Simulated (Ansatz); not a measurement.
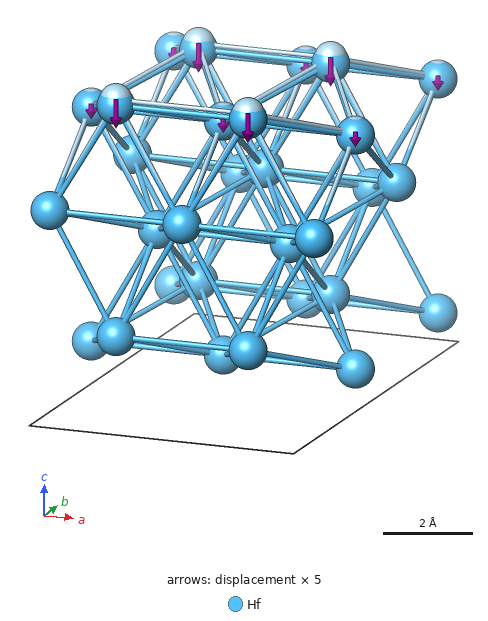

A constrained relaxation of a slab of composition Hf (cut from the P6_3/mmc phase). The starting structure is drawn faded, the final one solid; purple arrows show the displacements, 5 times their true length.

Style: ball-and-stick. Shown: the 1 × 2 repeat of the cell, outlined in the plane, without the vacuum, slightly off an axis.

Case: clean slab, lower planes held. The slab is the (1 0 0) face of Hf. 6 atoms are held fixed.

All numbers below come from DFT PBE, scalar-relativistic, plane waves, PAW in Ansatz 0.2.0.

Input file:
```yaml
crystal:
  lattice:
    - [6.4085529066, 0.0, 0.0]
    - [0.0, 5.0685979598, 0.0]
    - [0.0, 0.0, 22.4749645551]
  atoms:
    - { symbol: Hf, position: [0.5, 0.75, 0.3559516181] }
    - { symbol: Hf, position: [0.0, 0.75, 0.3559516181] }
    - { symbol: Hf, position: [0.75, 0.25, 0.3971082986] }
    - { symbol: Hf, position: [0.25, 0.25, 0.3971082986] }
    - { symbol: Hf, position: [0.75, 0.75, 0.4794216597] }
    - { symbol: Hf, position: [0.25, 0.75, 0.4794216597] }
    - { symbol: Hf, position: [0.0, 0.25, 0.5205783403] }
    - { symbol: Hf, position: [0.5, 0.25, 0.5205783403] }
    - { symbol: Hf, position: [0.0, 0.75, 0.6028917014] }
    - { symbol: Hf, position: [0.5, 0.75, 0.6028917014] }
    - { symbol: Hf, position: [0.25, 0.25, 0.6440483819] }
    - { symbol: Hf, position: [0.75, 0.25, 0.6440483819] }
basis:
  ecutwfc: 420
kpoints:
  mp_grid: { grid: [3, 4, 1] }
hamiltonian:
  xc: pbe
scf:
  occupations: { method: gaussian, width: 0.1 }
output:
  forces: true
  eigenvalues: true
  write_density: true
  write_potential: true
  elf: true
  volumetric_format: npy
relax:
  adjacent_minimum: "off"
  f_tol: 0.03
  max_steps: 70
  constraints: [{ sites: [0, 1, 2, 3, 4, 5] }]
efield:
  axis: 3
  dipole_correction: true
  ramp_width: 0.04
```

Command:
```bash
ansatz run input.yaml --threads 4 --pin off --max-ram 10240MiB --backend cpu --events-out ev --progress --plain --runs-dir out
```

What happened in the run?

Over 3 geometry steps the energy falls by 100.0 meV per cell of the calculation. The largest force component goes from 0.57 to 0.0052 eV/Å. The largest moves, 0.14 Å, are those of Hf11 and Hf12. Hf11 goes along the normal (−c). The cell stays as it was. Some distances before and after: Hf7–Hf11 3.204 → 3.075 Å, Hf5–Hf10 3.204 → 3.142 Å, Hf7–Hf9 3.138 → 3.088 Å, Hf10–Hf11 3.138 → 3.119 Å.
